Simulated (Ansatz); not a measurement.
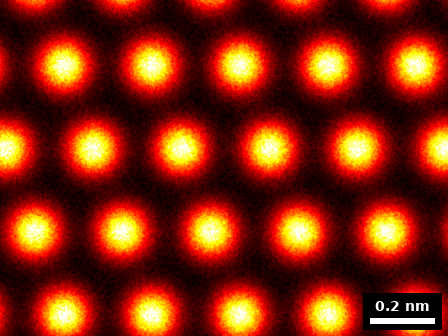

Dark-field STEM-like image of Mg (Fm-3m, No. 225). Simulation: incoherent imaging, intensity Z^1.7 per atom, probe width 1.30 Å, thin sample. The probe carries 15 % of its weight in a tail 2.5 times as wide. Shot noise was added. Structure used: the geometry relaxed with Ansatz 0.2.0, DFT, r2SCAN, plane waves (500 eV) with PAW, scalar-relativistic; the starting structure was generated, so it need not be a known form of this composition.

```
CELL_PARAMETERS angstrom
4.49545 0.00000 0.00000
0.00000 4.49545 0.00000
0.00000 0.00000 4.49545
ATOMIC_POSITIONS crystal
Mg 0.00000 0.00000 0.00000
Mg 0.00000 0.50000 0.50000
Mg 0.50000 0.00000 0.50000
Mg 0.50000 0.50000 0.00000
```

> Along which zone axis is the crystal seen: [210], [211], [110] or [111]? (Directions equivalent by symmetry count as one.)

[110]. The projected cells are 1.01 × 2.25 Å, 90° for [210]; 1.59 × 2.60 Å, 90° for [211]; 2.75 × 2.75 Å, 109° for [110]; 1.84 × 1.84 Å, 120° for [111], and the image repeats as the [110] one does.
